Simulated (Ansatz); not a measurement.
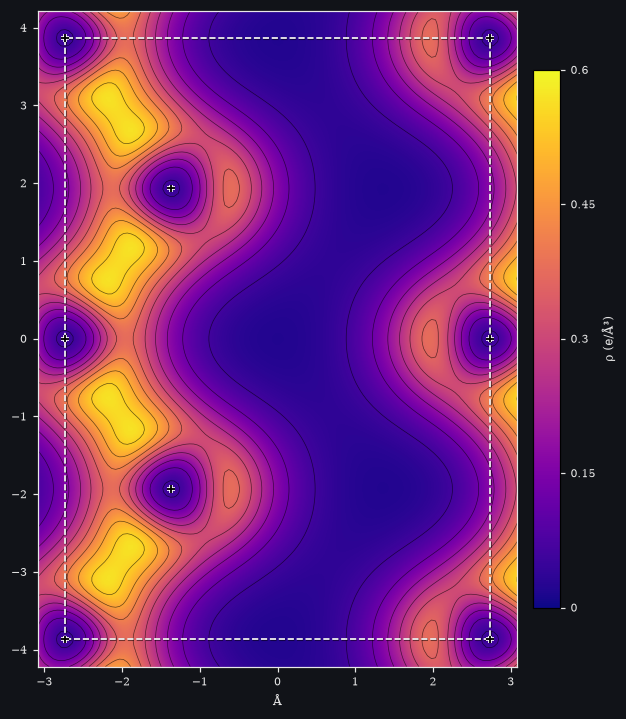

The valence charge density (pseudo) on a plane through atoms (crosses mark nuclei in the plane).

Computed with DFT PBE, scalar-relativistic, plane waves, PAW in Ansatz.

Candidates:
A. Si, a = 5.47 Å, b = 5.47 Å, c = 5.47 Å, α = 90.00°, β = 90.00°, γ = 90.00°. Space group Fd-3m; a structure from a database of computed crystals, not necessarily the ambient phase.
B. Cs, a = 6.16 Å, b = 6.16 Å, c = 6.16 Å, α = 90.00°, β = 90.00°, γ = 90.00°. Space group Im-3m; a structure from a database of computed crystals, not necessarily the ambient phase; computed without spin polarisation.

**Which candidate gave the map?**

Candidate A: Si on the (101) plane of the conventional cell, which holds Si. Si–Si (2.37 Å): ρ at the midpoint is about 0.56 e/Å³.
